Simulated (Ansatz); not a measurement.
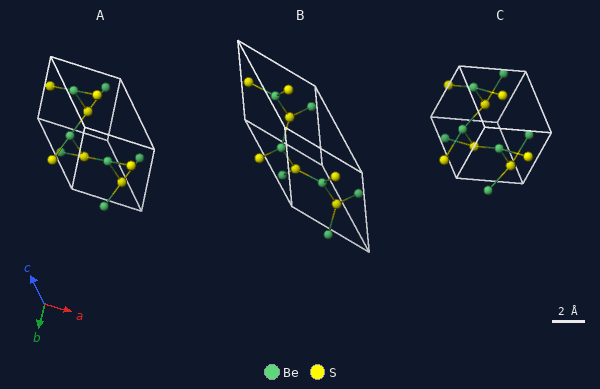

3 geometries from one relaxation of crystalline BeS (a generated structure, set up in I4_1md) (coarse preliminary run), in shuffled order. Style: ball-and-stick. Shown: the cell of the calculation, from a free direction.

The calculation used DFT PBE, scalar-relativistic, plane waves, PAW (Ansatz). Set-up: plane-wave cutoff 420 eV; k-point mesh 6 × 6 × 6; occupations gaussian; smearing width 0.1 eV; no spin polarisation; cell and atoms relaxed; force threshold 0.04 eV/Å; at most 70 steps.

Put them in the order of the run, from the start to the converged end.

C, A, B. They are steps 0, 10, 27, at +7.058 eV per cell of the calculation, +3.544 eV per cell of the calculation relative to the last. The largest moves relative to the cell, 0.79 Å, are those of Be and S atoms. By element the largest moves are S 0.79 Å, Be 0.79 Å. The volume changes by +20.8 %, with a = b = c 4.334 → 6.457 Å (+49.0 %), α 112.6° → 148.1°, β 112.6° → 148.1°, γ 103.4° → 45.8°. Some distances before and after: S–S 2.754 → 3.464 Å, Be–S 2.421 → 2.016 Å, Be–S 1.627 → 2.019 Å. Among the angles between lasting bonds that change: Be–S–Be 166.5° → 123.4°, S–Be–S 166.5° → 123.4°, Be–S–Be 83.3° → 118.3°. The space group stays I4_1md (No. 109). The energy falls by 7.058 eV per cell of the calculation in 25 accepted moves (27 points after the start). Largest force component: 7.4 eV/Å at the start, 0.013 eV/Å at the end. Pressure: 24.77 GPa at the start and 0.03 GPa at the end. The SCF was repeated twice at an unchanged geometry on a basis and grid sized afresh for the cell, which shifted the energy by 1.248 eV per cell of the calculation at most.
